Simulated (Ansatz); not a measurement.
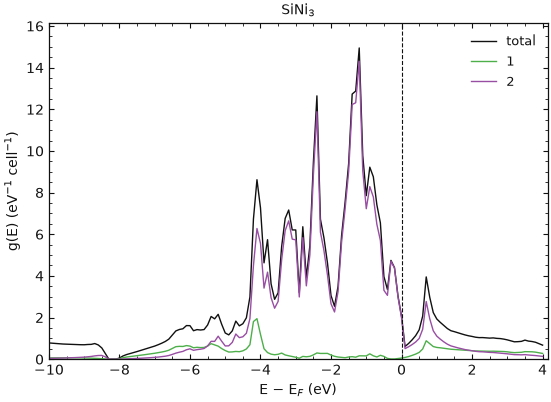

Density of states. Energies are counted from the Fermi level. The partial curves are projected on Löwdin-orthogonalised atomic shells.

Calculation on SiNi3, space group Pm-3m, 4 atoms in the cell.

Method: DFT PBEsol, scalar-relativistic, plane waves, PAW, no spin polarisation, 12×12×12 k mesh, 420 eV cutoff (Ansatz).

Assign each number in the legend. The candidates: Ni 3d, Si 3p.

1 is Si 3p; 2 is Ni 3d.

What is the density of states at the Fermi level?

It is a metal. The density of states at the Fermi level isn't well fixed here: it changes fast, and within 0.3 eV it runs from 0.61 to 4.7 per eV and cell.

The run has no spin polarisation, so a magnetic state may lie lower.
